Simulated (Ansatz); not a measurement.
# A thicker film of CaO (001) from five thinner ones

In a field along its normal an insulating film takes a dipole p. Written as a length, p/(ε₀AE), it should grow by 1 − 1/ε for each ångström added.

How it was computed: Ansatz 0.2.0, plane waves with PAW datasets (its set soft_2), PBE; rocksalt films relaxed at a bulk in-plane lattice constant near the measured one, then held in weak fields of both signs with a dipole correction (A is the cell's area, E the outer field).

```
     run  distance between the outer atoms (Å)  p/(ε₀AE) (Å)
 3 units                                 4.770         6.283
 4 units                                 7.193         8.073
 5 units                                 9.614         9.855
 6 units                                12.036        11.637
 8 units                                16.879        15.201
10 units                                21.721             ?
```

Q: Estimate the withheld value from the rows shown.

A least-squares line through the 5 rows shown has slope 0.7363 and intercept 2.7743; no row lies more than 0.003 Å off it. That slope means ε = 1/(1 − 0.7363) = 3.79. At 21.721 it gives 0.7363 × 21.721 + 2.7743 = 18.767 Å, beyond the rows fitted. Rounding and scatter of the rows alone allow about ±0.007 Å there.

The run itself gives 18.764 Å: a miss of −0.003 Å, or 0.0 % of the value. The length is met to within 1 %, though ε is more sensitive than the length: the two thickest films give ε = 3.79.

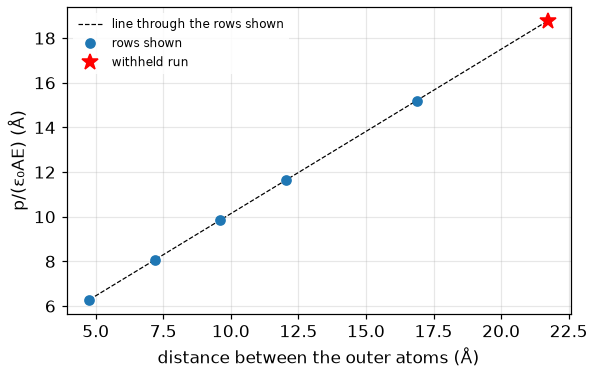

The fit and the withheld run.

Caveats: This is the electronic response alone. A unit is one step of the cut along the normal (a plane, a pair of planes or a cell), and the layers relax along it, away from their bulk spacing where the functional's lattice constant differs from the one held.

[Logs are printed without paths, hosts, clocks, repeated set-up lines and the standing remarks that a program may print on its own settings, such as how far it seeks lower states.]
